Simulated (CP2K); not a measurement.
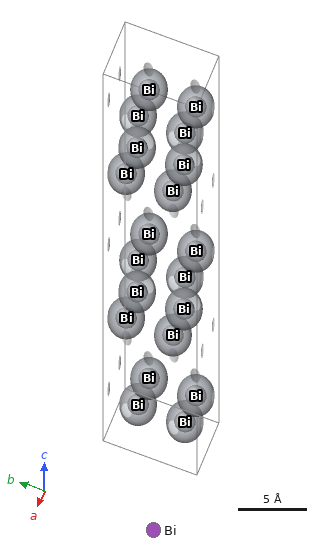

Figure. Bi (slab). Isosurface of the electron localisation function at 0.7 (grey), seen at an oblique angle. Only the valence region is drawn (cores and ρ < 0.01 e/Å³ removed).

The calculation used CP2K 2026.2, Kohn-Sham DFT of a periodic cell, PBE, GTH-PBE with SR-DZVP basis.

Core electrons are replaced by pseudopotentials, and the valence fields are smoothed inside the atomic spheres.

Input file:

```
&GLOBAL
  PROJECT bi_workfunction
  RUN_TYPE ENERGY_FORCE
  PRINT_LEVEL LOW
&END GLOBAL
&FORCE_EVAL
  METHOD QS
  &DFT
    BASIS_SET_FILE_NAME BASIS_MOLOPT
    POTENTIAL_FILE_NAME GTH_POTENTIALS
    &MGRID
      CUTOFF 450
      REL_CUTOFF 60
      NGRIDS 5
    &END MGRID
    &QS
      METHOD GPW
      EPS_DEFAULT 1.0E-9
    &END QS
    &KPOINTS
      SCHEME MONKHORST-PACK 5 5 1
      GAMMA_CENTERED T
      SYMMETRY T
      SYMMETRY_BACKEND SPGLIB
    &END KPOINTS
    &SCF
      SCF_GUESS ATOMIC
      EPS_SCF 1.0E-6
      MAX_SCF 100
      ADDED_MOS 16
      CHOLESKY OFF
      EPS_EIGVAL 1.0E-7
      &DIAGONALIZATION ON
        ALGORITHM STANDARD
      &END DIAGONALIZATION
      &MIXING ON
        METHOD BROYDEN_MIXING
        ALPHA 0.2
        BETA 1.5
        NBUFFER 8
      &END MIXING
      &SMEAR ON
        METHOD FERMI_DIRAC
        ELECTRONIC_TEMPERATURE [K] 580.226
      &END SMEAR
    &END SCF
    &XC
      &XC_FUNCTIONAL
        &GGA_X_PBE
        &END GGA_X_PBE
        &GGA_C_PBE
        &END GGA_C_PBE
      &END XC_FUNCTIONAL
    &END XC
    &PRINT
      &KPOINTS ON
      &END KPOINTS
      &MULLIKEN ON
      &END MULLIKEN
      &MO ON
        ENERGIES T
        OCCUPATION_NUMBERS T
        &EACH
          QS_SCF 0
        &END EACH
        ADD_LAST NUMERIC
      &END MO
      &E_DENSITY_CUBE ON
        STRIDE 1
      &END E_DENSITY_CUBE
      &V_HARTREE_CUBE ON
        STRIDE 1
      &END V_HARTREE_CUBE
      &ELF_CUBE ON
        STRIDE 1
      &END ELF_CUBE
    &END PRINT
  &END DFT
  &SUBSYS
    &CELL
      A 4.5390002997 0.0000000000 0.0000000000
      B -2.2695001498 3.9308895674 0.0000000000
      C 0.0000000000 0.0000000000 38.6580000000
      PERIODIC XYZ
    &END CELL
    &COORD
      Bi  2.2695001499 1.3102965227 7.5000000000
      Bi  0.0000000000 2.6205930447 13.4145000000
      Bi  2.2695001499 1.3102965227 19.3290000000
      Bi  0.0000000000 2.6205930447 25.2435000000
      Bi  2.2695001499 1.3102965227 31.1580000000
    &END COORD
    &KIND Bi
      BASIS_SET DZVP-MOLOPT-SR-GTH-q5
      POTENTIAL GTH-PBE-q5
    &END KIND
    &PRINT
      &ATOMIC_COORDINATES ON
      &END ATOMIC_COORDINATES
      &CELL ON
      &END CELL
    &END PRINT
  &END SUBSYS
  &PRINT
    &FORCES ON
    &END FORCES
  &END PRINT
&END FORCE_EVAL
```

Command:

```sh
OMP_NUM_THREADS=1 mpirun -n 4 cp2k.psmp -i bi_workfunction.inp -o bi_workfunction.out
```

Q: Describe the localisation domains.

A: At this value the surface marks out five regions wrapped around Bi (the valence shell of each), counted in one cell of 5 atoms. Counts are for one cell; the picture repeats the cell along the surface.

Values along the shortest contacts:
Bi–Bi (4.54 Å): the ELF is about 0.15 at the midpoint: no localised pair shows between them.
